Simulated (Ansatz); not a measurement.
CuO

The calculation's input:

```
crystal:
  lattice:
    - [0.0, 2.1128983512, 2.1128983512]
    - [2.1128983512, 0.0, 2.1128983512]
    - [2.1128983512, 2.1128983512, 0.0]
  atoms:
    - { symbol: Cu, position: [0.0, 0.0, 0.0] }
    - { symbol: O, position: [0.5, 0.5, 0.5] }
basis:
  ecutwfc: 420
kpoints:
  mp_grid: { grid: [18, 18, 18] }
hamiltonian:
  xc: pbesol
scf:
  occupations: { method: gaussian, width: 0.1 }
output:
  forces: true
  stress: true
  eigenvalues: true
  write_density: true
  write_potential: true
  elf: true
  volumetric_format: npy
```

Run with:

```sh
ansatz run input.yaml --threads 1 --pin off --max-ram 2560MiB --backend cpu --events-out ev --progress --plain --runs-dir out
```

Below, planes, directions and counts refer to the conventional cell (a = 4.23 Å, b = 4.23 Å, c = 4.23 Å, α = 90.00°, β = 90.00°, γ = 90.00°).

Space group Fm-3m; a structure from a database of computed crystals, not necessarily the ambient phase; changed on purpose from its base cell (functional PBEsol, strained and moved within the space group); computed pressure about −7 GPa in this cell; computed without spin polarisation.

The calculation used DFT PBEsol, scalar-relativistic, plane waves, PAW in Ansatz.

What will maps of the valence pseudo-density and electron localisation function show?

Cu–O (2.11 Å): the density is about 0.45 e/Å³ at the midpoint; the ELF peaks at about 0.80 in the valence shell of O, 0.6 Å from its nucleus, and is about 0.15 at the midpoint: no shared electron pair shows on this line.

Does the calculation make it a metal, or give it a gap?

It is gapless in this calculation (a metal or semimetal); semilocal functionals without U, or without the true magnetic order, often close the gap of such compounds.

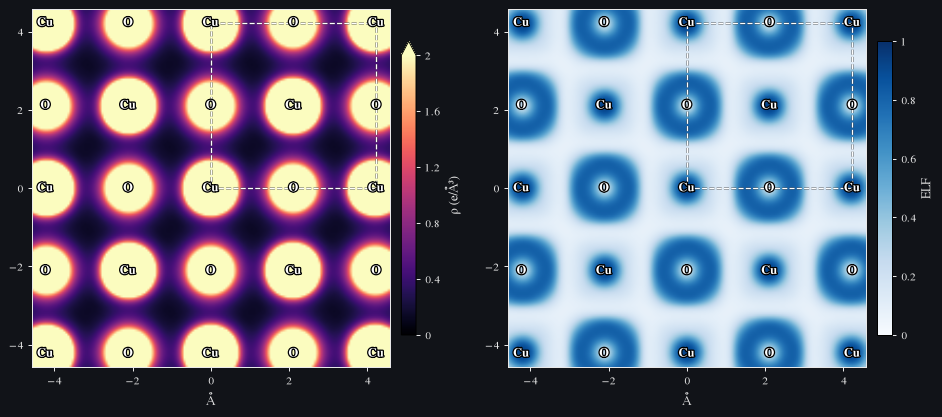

Computed valence pseudo-density and electron localisation function on the (100) plane of the conventional cell, in this order. 

In a PAW calculation such maps are meaningful between the atoms, not at the nuclei.
